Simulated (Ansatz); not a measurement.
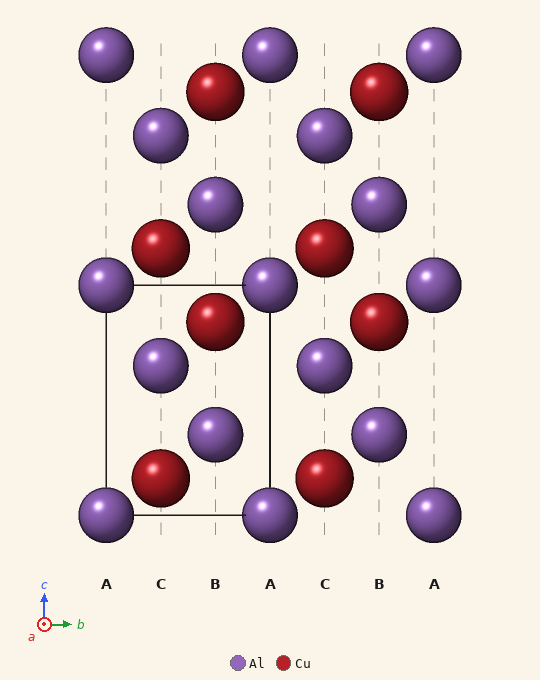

The picture looks along a close-packed row of the hexagonal mesh; c points upwards. The dashed lines mark the three columns A (0, 0), B (1/3, 2/3) and C (2/3, 1/3). The sequence starts with the first layer at or above the cell's origin.

The compound is Al₃Cu₂ (space group P-3m1, No. 164), taken as the geometry relaxed with Ansatz 0.2.0, DFT r2SCAN, scalar-relativistic, plane waves, PAW.

List the layers of one repeat.

Answer. Al(A) – Cu(C) – Al(B) – Al(C) – Cu(B) (five layers in 4.99 Å).
